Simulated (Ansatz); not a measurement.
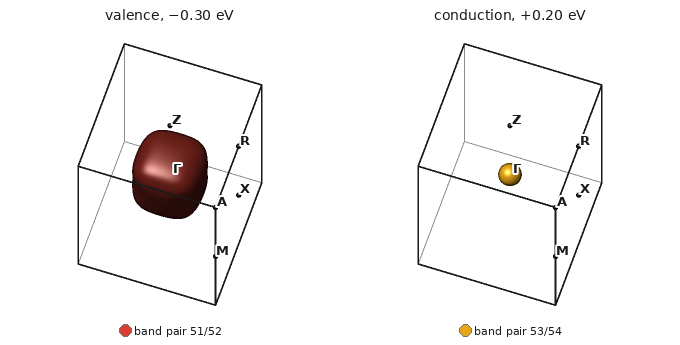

SnO$_{2}$ in space group P4_2/mnm: constant-energy surfaces at both band edges (energies from each edge).

Computed with Ansatz 0.2.0, DFT PBE, spin-orbit coupling, plane waves, PAW; levels and slopes on a dense k mesh at the converged density. Non-magnetic. With an inversion centre and no moment every band is doubly degenerate; a pair is shown and named once. k mesh for the levels: 16×16×24. Cell and positions as given, without relaxation (residual pressure 11 GPa). Sheets, masses and frequencies are those of this strained cell.

Masses come from a second pass at points close to the extrema; at the energies drawn a band may no longer be parabolic.

**What kind of gap has this crystal, and what size does the calculation give?**

The gap is direct, 1.29 eV at this level of theory, which underestimates gaps and can reorder valleys that lie close.

**Give the valleys and their effective masses.**

Valence band (extrema up to 0.30 eV from the edge): one maximum at Γ, principal masses 1.28, 1.28 and 1.75 mₑ. Band pair 51/52 forms the valence edge.
Conduction band (extrema up to 0.20 eV from the edge): one minimum at Γ, principal masses 0.18, 0.21 and 0.21 mₑ. Band pair 53/54 forms the conduction edge.

The run (self-consistency and the dense mesh) took 6.1 min on 2 threads of AMD EPYC 7R43 64-Core Processor (Zen 3), on a shared host, peak memory 2.3 GiB.
